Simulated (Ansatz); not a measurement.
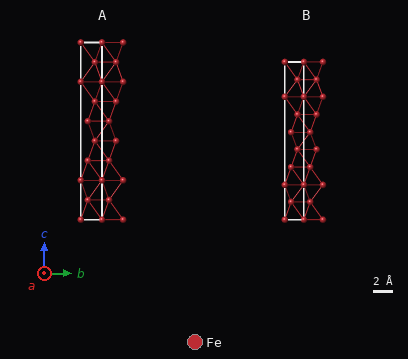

Two geometries of crystalline Fe (built on the samarium (9R)_166 type) (coarse preliminary run), drawn at one scale. One is the start of a relaxation, the other its converged end. The picture is a ball-and-stick view of the conventional cell (3 times the calculation's cell), repeated 1 × 2 × 1 with one cell outlined, seen along the a axis. Lengths and directions refer to the drawn axes.

Computed with DFT PBEsol, scalar-relativistic, plane waves, PAW in Ansatz. (plane-wave cutoff 420 eV; k-point mesh 9 × 9 × 9; occupations gaussian; smearing width 0.1 eV; collinear spin; cell and atoms relaxed; force threshold 0.04 eV/Å; at most 70 steps)

> Which of the two is the end point?

Structure B is the relaxed one. Case: samarium (9R) type (R-3m, No. 166). After 7 accepted moves (9 points after the start) the energy has fallen by 1.272 eV per cell of the calculation. Largest force component: 0.00032 eV/Å at the start, 0.0003 eV/Å at the end. The pressure goes from −21.14 to 0.02 GPa. The line search rejected the trial step at point 3 of the run. The SCF was repeated once at an unchanged geometry on a basis and grid sized afresh for the cell, which shifted the energy by 5.2 meV per cell of the calculation at most. The largest moves relative to the cell, 0.024 Å, are those of Fe atoms. Cell: a = b 2.694 → 2.425 Å (−10.0 %), c 19.527 → 17.381 Å (−11.0 %). Volume −27.9 %. Among the contacts that change: Fe–Fe 2.669 → 2.346 Å, Fe–Fe 2.694 → 2.425 Å, Fe–Fe 2.670 → 2.405 Å. The space group stays R-3m (No. 166). The program noted that the starting moments weren't kept. The run may lie on a higher electronic state than the lowest, so the end point isn't shown to be the ground-state structure. The run took about 5 core-minutes on a shared host.
